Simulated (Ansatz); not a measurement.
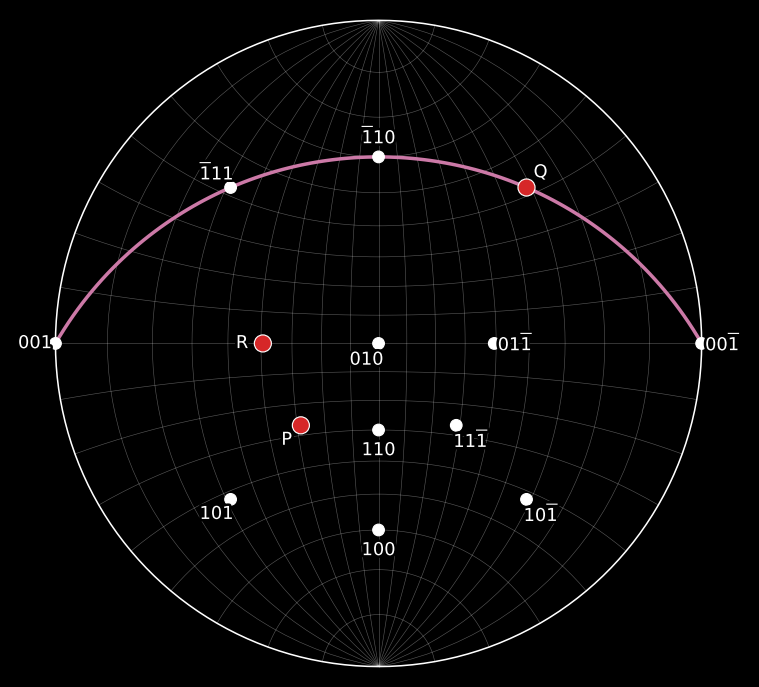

Stereographic projection of plane normals (upper hemisphere) centred on (0 1 0). Crystal: Si, the geometry relaxed with Ansatz, DFT PBE, scalar-relativistic, plane waves, PAW; the starting structure was generated, so it need not be a known form of this composition. Geometry calculated from the standardised cell; symmetry tolerance 0.002 Å.

a = 3.906 Å, b = 3.906 Å, c = 4.117 Å, α = 90.00°, β = 90.00°, γ = 120.00°.

> Index the poles marked P, Q, R.

P is (1 1 1), in four indices (1 1 −2 1), 38.5° from the centre; Q is (−1 1 −1), in four indices (−1 1 0 −1), 67.3° from the centre; R is (0 1 1), in four indices (0 1 −1 1), 39.4° from the centre.

> Which zone does the coloured great circle trace?

The zone [1 1 0]: its poles satisfy h + k = 0.

> What is the angle between the normals of (0 1 1) and (0 1 0), and what are their d_hkl = 1/|g|?

39.4°; d = 2.613 Å and 3.382 Å.
